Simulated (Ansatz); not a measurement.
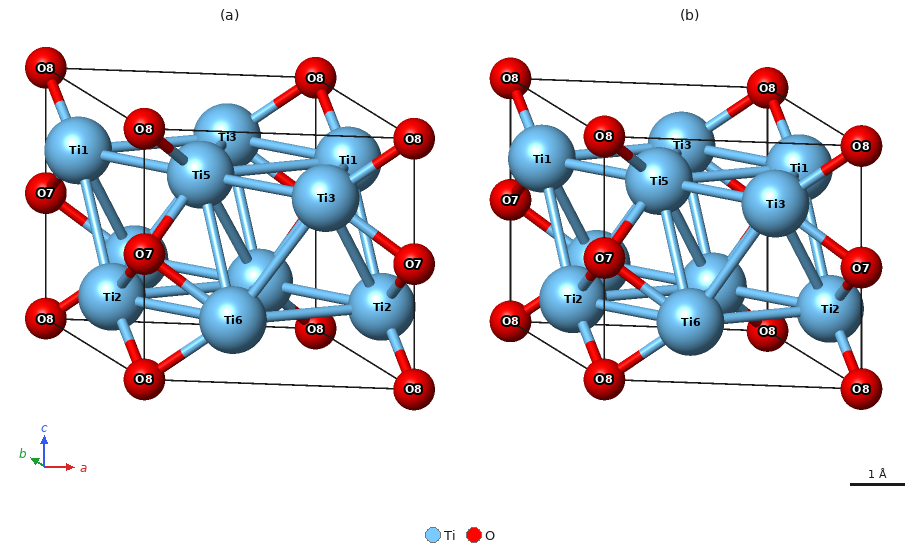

Left: a crystal of Ti3O (set up in P6_3/mcm). Right: the same structure after one change, at the same scale. A ball-and-stick model of the cell of the calculation, seen slightly off an axis.

Computed with DFT r2SCAN, scalar-relativistic, plane waves, PAW (Ansatz). Set-up: plane-wave cutoff 500 eV; k-point mesh 12 × 12 × 8; occupations gaussian; smearing width 0.1 eV; no spin polarisation.

> Which change leads from the left to the right?

The volume is changed by −12.0 %. The cell's shape and the atoms are relaxed at that volume.

> What does the change do?

The volume changes by −12.0 %, with a = b 5.129 → 4.888 Å (−4.7 %), c 4.854 → 4.703 Å (−3.1 %). The largest moves relative to the cell, 0.031 Å, are those of Ti atoms. O stays in place. Some distances before and after: Ti–Ti 2.984 → 2.816 Å, Ti–Ti 2.999 → 2.853 Å, Ti–Ti 2.954 → 2.865 Å, Ti–Ti 2.916 → 2.833 Å. The space group stays P6_3/mcm (No. 193). The energy rises by 116 meV per atom. Pressure: 0.0 GPa before, 24.9 GPa after.
